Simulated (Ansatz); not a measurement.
## Run report: Sn4O7, single-point calculation (part 1 of 2)

System: Sn4O7 (slab, 22 atoms in the cell).
Method: DFT PBEsol, scalar-relativistic, plane waves, PAW, no spin polarisation (Ansatz 0.2.0).

The structure derives from an entry of the Crystallography Open Database. It belongs to a series of runs on one base structure; here: vacuum: 7. Figures and captions count atoms from 1; the log counts them from 0 in places.

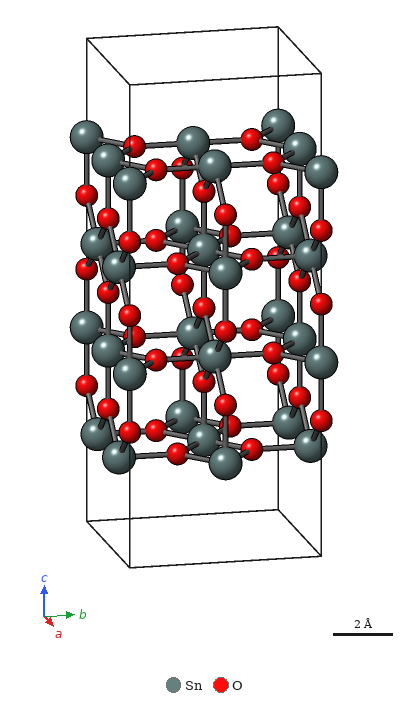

Fig. 1: The input geometry (ball-and-stick view of the 2 × 1 repeat of the cell, with the vacuum cut short, seen slightly off an axis). An atom can appear more than once, as a periodic image.

### Results in brief

| quantity | value |
| --- | --- |
| outcome | converged |
| electrons treated | 196 |
| free energy | −55446.8215 eV |
| work function, top face | 3.63 eV |
| work function, bottom face | 3.68 eV |
| Fermi energy | 7.659 eV |
| gap on the k-point mesh | none (metallic) |
| work function (upper face) | 3.63 eV |
| largest force (length of the vector) | 1.680 eV/Å |
| hardware | 2 threads of AMD EPYC (Zen 5), 16 GiB of memory available, shared host |
| wall time | 12 s (CPU time 23 s) |
| peak memory | 1.1 GiB |

The program warns: the density in the vacuum is higher than it should be, so vacuum levels may be off.

### The input
```yaml
crystal:
  lattice:
    - [3.2120684225, 0.0, 0.0]
    - [0.0, 6.7443405568, 0.0]
    - [0.0, 0.0, 17.1165108352]
  atoms:
    - { symbol: Sn, position: [0.0, 0.5, 0.2044809268] }
    - { symbol: Sn, position: [0.5, 0.0, 0.2044809268] }
    - { symbol: O, position: [0.5, 0.306276504, 0.2044809268] }
    - { symbol: O, position: [0.5, 0.693723496, 0.2044809268] }
    - { symbol: O, position: [0.0, 0.0, 0.2808129108] }
    - { symbol: O, position: [0.0, 0.5, 0.3251616583] }
    - { symbol: Sn, position: [0.0, 0.0, 0.4014936423] }
    - { symbol: Sn, position: [0.5, 0.5, 0.4014936423] }
    - { symbol: O, position: [0.5, 0.806276504, 0.4014936423] }
    - { symbol: O, position: [0.5, 0.193723496, 0.4014936423] }
    - { symbol: O, position: [0.0, 0.5, 0.4778256263] }
    - { symbol: O, position: [0.0, 0.0, 0.5221743737] }
    - { symbol: Sn, position: [0.0, 0.5, 0.5985063577] }
    - { symbol: Sn, position: [0.5, 0.0, 0.5985063577] }
    - { symbol: O, position: [0.5, 0.306276504, 0.5985063577] }
    - { symbol: O, position: [0.5, 0.693723496, 0.5985063577] }
    - { symbol: O, position: [0.0, 0.0, 0.6748383417] }
    - { symbol: O, position: [0.0, 0.5, 0.7191870892] }
    - { symbol: Sn, position: [0.0, 0.0, 0.7955190732] }
    - { symbol: Sn, position: [0.5, 0.5, 0.7955190732] }
    - { symbol: O, position: [0.5, 0.806276504, 0.7955190732] }
    - { symbol: O, position: [0.5, 0.193723496, 0.7955190732] }
basis:
  ecutwfc: 420
kpoints:
  mp_grid: { grid: [8, 4, 1] }
hamiltonian:
  xc: pbesol
scf:
  occupations: { method: gaussian, width: 0.05 }
output:
  forces: true
  stress: true
  eigenvalues: true
efield:
  axis: 3
  dipole_correction: true
  ramp_width: 0.04
```

Run as:
```bash
ansatz run input.yaml --threads 2 --pin off --max-ram 5120MiB --backend cpu --events-out ev --progress --plain --runs-dir out
```

### What the program printed
```
Engine: ansatz 0.2.0, x86_64-unknown-linux-gnu
Pseudopotentials: kind: paw
Pseudopotential: Sn, paw, valence charge 14, recommended cutoff 420 eV (normal), Sn.paw.azcp
Pseudopotential: O, paw, valence charge 6, recommended cutoff 420 eV (normal), O.paw.azcp
Functional definition: PBEsol
  exchange = pbesol_x
  correlation = pbesol_c
Crystal: 22 atoms, lattice volume = 370.800 Å³
Basis set: ecut = 420 eV, 7341 PW (Γ), exchange–correlation on 48×96×240 points (8 copies of the dense FFT grid, shifted against one another)
Bands: 120, of which v1, the nominal top of the filled ones, is band 98 counted from 1 (97 counted from 0)
Symmetry: 4 space group operations
k-points: 15 of 32
Non-local potential: Sn, projectors of the file, l = 0: 2, l = 1: 2, l = 2: 2, l = 3: 2
Non-local potential: O, projectors of the file, l = 0: 2, l = 1: 2, l = 2: 1
PAW form: soft (Blöchl's): semilocal exchange-correlation on the pseudo side does not see the compensation charge
PAW frozen core: Sn, regenerated for the run's functional, and the local potential with it (the file was generated under x = pbe(κ = 0.804, μ = 0.2195149727645171), c = pbe(β = 0.06672455060314922))
PAW frozen core: O, regenerated for the run's functional, and the local potential with it (the file was generated under x = pbe(κ = 0.804, μ = 0.2195149727645171), c = pbe(β = 0.06672455060314922))
PAW one-centre angular grid: Sn, 590 points (default); XC on 64 Gauss nodes
PAW one-centre angular grid: O, 110 points (default); XC on 64 Gauss nodes
Initial density: superposition of atomic densities (neutral atoms: chi_scale 0, normalization atom), corrected by the library's trained network
Initial wavefunctions: pseudopotential atomic-orbital guess
Functional: x = pbesol(κ = 0.804, μ = 0.12345679012345678), c = pbesol(β = 0.046)
SCF iter   1: F=—  HF=-55446.967827 eV  |F-HF|=—  |Δ(HF+E_count)|=         —  Δρ=1.37e-2  dr2=5.98e-1  ethr=1.77e-3  p=0.000 e·Å  D=1.27e-13 V/Å  ΔV_dip=-0.00 eV  dr2_dipole=1.79e-9  V_vac-E_F(+/−)=3.45/3.50 eV  ⟨swp⟩=5.5  Hψ=6882  notcnv=0  defer=141
efield: sawtooth ramp at fractional position 0.9800 (placed from the atoms, in the widest stretch of the axis that holds none; the zero of the levels goes with the place), width 0.0400; the density the first Hamiltonian is built on has a dipole p = 0.000 e·Å; the dipole correction subtracts the counter field D = 1.27e-13 V/Å, which shifts the + side's vacuum level by -0.00 eV against the − side's; the planar-averaged density in the ramp window peaks in size at 6.4e-3 e/Å³
preconditioner: auto → LDOS  [insulator: Δε(μ)=0.163 eV  Ē_g=18.469 eV  σ=0.050 eV  W_gap=0.98  n_scr=102 (ndim 8)  ℏωp=27.0 eV  f_vac=0.224  D(μ)=0.30/eV (n_scr^D=2)  ε∞_Penn≈3.1  β→1.0]
SCF iter   2: F=—  HF=-55447.182268 eV  |F-HF|=—  |Δ(HF+E_count)|=   2.14e-1  Δρ=2.10e-2  dr2=1.25e0  ethr=3.05e-4  p=-0.000 e·Å  D=-4.93e-6 V/Å  ΔV_dip=0.00 eV  dr2_dipole=2.31e-9  V_vac-E_F(+/−)=3.65/3.69 eV  ⟨swp⟩=3.1  Hψ=3775  notcnv=0  defer=246
preconditioner: auto → Resta (q_TF=auto, 2.453 Å⁻¹)  ε∞=3.1  [insulator: Δε(μ)=0.166 eV  Ē_g=18.568 eV  σ=0.050 eV  W_gap=0.98  n_scr=102 (ndim 8)  ℏωp=27.0 eV  f_vac=0.223  D(μ)=0.27/eV (n_scr^D=0)  ε∞_Penn≈3.1  vacuum switching on, ρ_ref=2.5e-2 e/Å³  β→0.5]
SCF iter   3: F=—  HF=-55446.861448 eV  |F-HF|=—  |Δ(HF+E_count)|=   3.21e-1  Δρ=7.21e-3  dr2=1.44e-1  ethr=3.05e-4  p=-0.000 e·Å  D=-3.72e-6 V/Å  ΔV_dip=0.00 eV  dr2_dipole=1.51e-9  V_vac-E_F(+/−)=3.62/3.67 eV  ⟨swp⟩=2.3  Hψ=2446  notcnv=0  defer=246
SCF iter   4: F=—  HF=-55446.821144 eV  |F-HF|=—  |Δ(HF+E_count)|=   4.03e-2  Δρ=6.14e-4  dr2=1.02e-3  ethr=7.33e-5  p=0.000 e·Å  D=2.47e-6 V/Å  ΔV_dip=-0.00 eV  dr2_dipole=9.91e-10  V_vac-E_F(+/−)=3.62/3.66 eV  ⟨swp⟩=2.0  Hψ=2679  notcnv=0  defer=246
SCF iter   5: F=—  HF=-55446.821505 eV  |F-HF|=—  |Δ(HF+E_count)|=   3.61e-4  Δρ=1.72e-4  dr2=7.36e-5  ethr=5.21e-7  p=-0.000 e·Å  D=-6.17e-6 V/Å  ΔV_dip=0.00 eV  dr2_dipole=3.53e-9  V_vac-E_F(+/−)=3.63/3.67 eV  ⟨swp⟩=2.3  Hψ=2796  notcnv=0  defer=246
SCF iter   6: F=—  HF=-55446.821482 eV  |F-HF|=—  |Δ(HF+E_count)|=   2.32e-5  Δρ=5.79e-5  dr2=1.01e-5  ethr=3.76e-8  p=0.000 e·Å  D=1.49e-5 V/Å  ΔV_dip=-0.00 eV  dr2_dipole=1.98e-8  V_vac-E_F(+/−)=3.63/3.67 eV  ⟨swp⟩=2.5  Hψ=2602  notcnv=0  defer=246
SCF iter   7: F=—  HF=-55446.821482 eV  |F-HF|=—  |Δ(HF+E_count)|=   2.95e-7  Δρ=2.47e-5  dr2=1.58e-6  ethr=5.15e-9  p=-0.000 e·Å  D=-8.82e-6 V/Å  ΔV_dip=0.00 eV  dr2_dipole=6.54e-9  V_vac-E_F(+/−)=3.63/3.67 eV  ⟨swp⟩=2.0  Hψ=2341  notcnv=0  defer=246
SCF iter   8: F=—  HF=-55446.821483 eV  |F-HF|=—  |Δ(HF+E_count)|=   7.69e-7  Δρ=5.67e-6  dr2=1.01e-7  ethr=5.10e-11  p=0.000 e·Å  D=6.00e-6 V/Å  ΔV_dip=-0.00 eV  dr2_dipole=2.99e-9  V_vac-E_F(+/−)=3.63/3.68 eV  ⟨swp⟩=14.3  Hψ=10626  notcnv=0
SCF iter   9: F=-55446.821483 eV  HF=-55446.821483 eV  |F-HF|=2.22e-8  |Δ(HF+E_count)|=   9.49e-8  Δρ=2.57e-6  dr2=2.34e-8  ethr=5.10e-11  p=-0.000 e·Å  D=-9.77e-6 V/Å  ΔV_dip=0.00 eV  dr2_dipole=7.83e-9  V_vac-E_F(+/−)=3.63/3.68 eV  ⟨swp⟩=4.9  Hψ=5556  notcnv=0
WARN: efield: at this solve's end the planar-averaged density reaches 6.42e-3 e/Å³ inside the ramp window [0.9216, 0.0784] (bound 1e-5 e/Å³); the window's nearer edge stands 2.16 Å from this solve's nearest atom along the axis. Its work functions, free energy, forces, stress, dipole, levels and responses can be off, and this figure does not tell by how much. The cell may have no vacuum along `efield.axis`. A short vacuum, a low `basis.ecutwfc` or `basis.ecutrho_ratio` and negative occupations (`scf.occupations.method`) can put density there. See the manual's quickstart, § The vacuum guard
SCF 1 converged in 9 iterations: F = -55446.821483 eV  dr2 = 2.34e-8
  greatest PAW one-centre occupation: 0.996 electrons in one spin orbital (limit 2), on the Sn atom at site 7 (counted from 0), in its partial waves of l = 2
SCF converged after 9 iterations
Free energy (F): -55446.821483 eV
Harris-Foulkes:  -55446.821483 eV  (|F-HF|=2.22e-8)
Internal energy: -55446.821147 eV  (E = F + TS)
E sigma→0 (E₀):  -55446.821315 eV
Entropy (-TS):   -0.000336 eV (-0.015 meV/atom)
Fermi energy:    7.658864 eV
Dipole field:    D = 0.000078 V/Å  (p = 0.000159 e·Å, saw-weighted, corrected)
Work function:   Φ+ = 3.6295 eV (in doubt: plateau slope 9.7e-1 eV/Å)   Φ− = 3.6757 eV (in doubt: plateau slope 6.8e-1 eV/Å)
Levels:          The Fermi level and band energies are counted from a zero that moves with the ramp; work functions are not
Vacuum region:   at the solve's end the planar-averaged density reaches 6.42e-3 e/Å³ inside the ramp window [0.9216, 0.0784] (bound 1e-5 e/Å³)
--- Per-component energies (eV) ---
  E_band       = -1235.188561
  E_kinetic    = 3967.121797
  E_local      = -43142.050443  (includes V_loc(G=0)·N_el)
  E_nonlocal   = 453.726678
  E_hartree    = 21497.990576
  E_xc         = -4036.108018
  E_vxc        = -2066.627295  (∫ρ·V_xc dr)
  E_paw        = -34722.992915  (= ΣΔE_a)
  E_vpaw       = -3443.371964  (= ΣTr[D̂ρ^β])
  E_aug_tail   = 0.034451  (compensation charges beyond the density's cutoff)
  E_efield     = 0.000000  (sawtooth field / dipole correction)
  E_vefield    = 0.000000  (∫n·V_field dr)
  E_ewald      = 532.683979
  E_core_change = 2.772749  (= ΣΔE_core)
  E_smearing   = -0.000336  (= −TS)
  E_closure    = -0.000000  (closes the sum)
  Σ components = -55446.821483   (vs F -55446.821483, Δ=0.00e0)
--- Forces (eV/Å), atoms counted from 1 ---
  atom   1  Sn     0.00000000     0.00000000     1.68044451
  atom   2  Sn     0.00000000     0.00000000    -0.39642419
  atom   3  O      0.00000000     1.15973444    -0.72817123
  atom   4  O      0.00000000    -1.15973444    -0.72817123
  atom   5  O      0.00000000     0.00000000     0.09550731
  atom   6  O      0.00000000     0.00000000    -0.22283877
  atom   7  Sn     0.00000000     0.00000000     0.19915206
  atom   8  Sn     0.00000000     0.00000000     0.20154116
  atom   9  O      0.00000000    -0.04671814    -0.05107581
  atom  10  O      0.00000000     0.04671814    -0.05107581
  atom  11  O      0.00000000     0.00000000    -0.00312186
  atom  12  O      0.00000000     0.00000000     0.00302302
  atom  13  Sn     0.00000000     0.00000000    -0.19902918
  atom  14  Sn     0.00000000     0.00000000    -0.20142780
  atom  15  O      0.00000000    -0.04671611     0.05103026
  atom  16  O      0.00000000     0.04671611     0.05103026
  atom  17  O      0.00000000     0.00000000     0.22274754
  atom  18  O      0.00000000     0.00000000    -0.09558169
  atom  19  Sn     0.00000000     0.00000000    -1.68043006
  atom  20  Sn     0.00000000     0.00000000     0.39644113
  atom  21  O      0.00000000     1.15972259     0.72816291
  atom  22  O      0.00000000    -1.15972259     0.72816291
  max |Σ_I F_I| component: 1.05e-4 eV/Å
--- Stress (GPa, compression-positive) ---
        2.191760       0.000000       0.000000
        0.000000       7.738836       0.000000
        0.000000       0.000000       0.542989
  P = ⅓ Tr σ = 3.4912 GPa (34.912 kbar)
--- Band table (eV; the first three rows and the last of 15) ---
```
